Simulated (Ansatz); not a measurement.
Input structure:

```
Al
1.0
     3.12064    0.00000    0.00000
     0.00000    3.12064    0.00000
     0.00000    0.00000    3.30973
Al
2
Direct
  0.00000 0.00000 0.00000
  0.50000 0.50000 0.50000
```

> Summarise the structure in words.

The element is aluminium. Space group: I4/mmm (No. 139). Lattice: body-centred tetragonal. The cell holds two atoms. Al sits among eight Al in a cubic arrangement at 2.76 Å. The bonds build a three-dimensional framework.

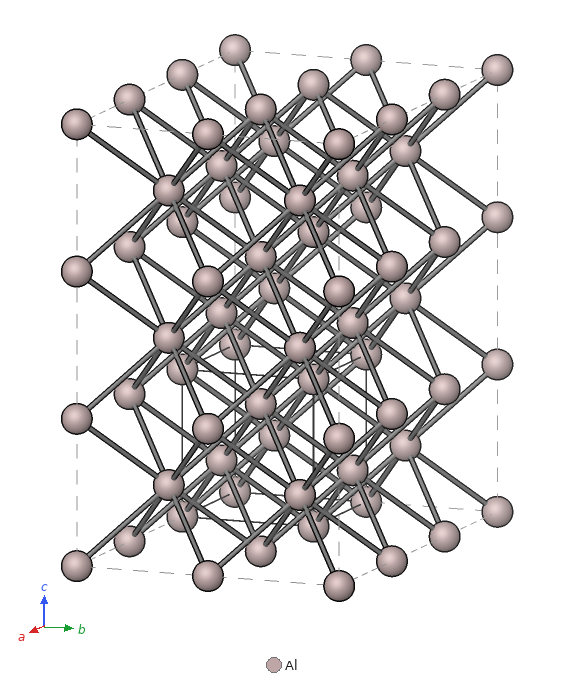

A ball-and-stick picture of a crystal structure, seen slightly off an axis. The picture spans 3×2×3 cells, one conventional unit cell being drawn with solid lines. Colours: aluminium light grey.

The structure was taken from a structure listed in the Materials Project. The cell was then strained or its atoms displaced on purpose. It went into a calculation with Ansatz.
